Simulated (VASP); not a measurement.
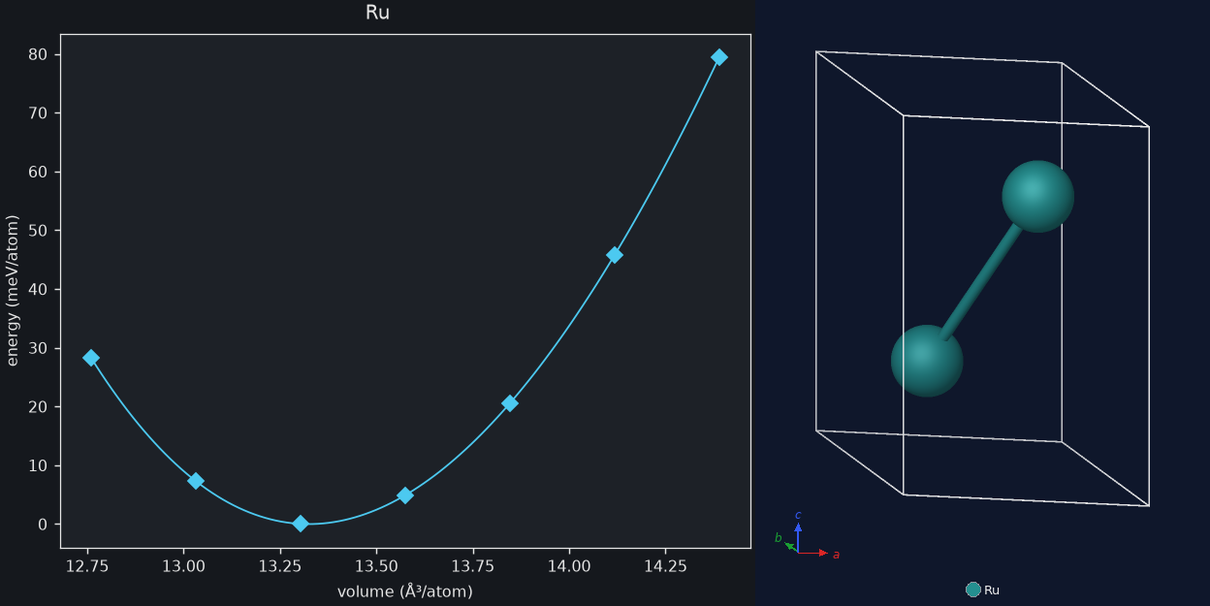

The figure shows the energy against volume for Ru, space group P6_3/mmc (No. 194). The conventional cell is drawn beside the plot.

The given structure:
```
CELL_PARAMETERS angstrom
2.70580 0.00000 0.00000
-1.35290 2.34329 0.00000
0.00000 0.00000 4.28190
ATOMIC_POSITIONS crystal
Ru 0.66667 0.33333 0.75000
Ru 0.33333 0.66667 0.25000
```

Computed with VASP 6.6.1: plane-wave DFT, no spin polarisation; energies at scaled volumes of the given cell, shape and fractions fixed, counted from the fit's minimum, third-order Birch-Murnaghan fit. Level: PBEsol.

| setting | value |
| --- | --- |
| k mesh | 11×11×6 |
| occupations | Fermi–Dirac |
| smearing width | 0.05 eV |
| potentials | VASP PAW PBE potentials, recommended |
| wave cutoff | 520 eV |

From this curve and the settings, what does the calculation give for the pressure at the same points?

The pressure falls from 16.60 GPa at volume 12.76 Å³/atom to −22.31 GPa at 14.39 Å³/atom, and changes sign near 13.32 Å³/atom.

```json
{"volume (Å³/atom)": "12.76", "pressure (GPa)": "16.60"}
{"volume (Å³/atom)": "13.03", "pressure (GPa)": "8.04"}
{"volume (Å³/atom)": "13.30", "pressure (GPa)": "0.44"}
{"volume (Å³/atom)": "13.57", "pressure (GPa)": "-6.31"}
{"volume (Å³/atom)": "13.85", "pressure (GPa)": "-12.30"}
{"volume (Å³/atom)": "14.12", "pressure (GPa)": "-17.61"}
{"volume (Å³/atom)": "14.39", "pressure (GPa)": "-22.31"}
```

Caveats: shape and atomic fractions are frozen while scaling, which makes layered, chain and framework solids too stiff.
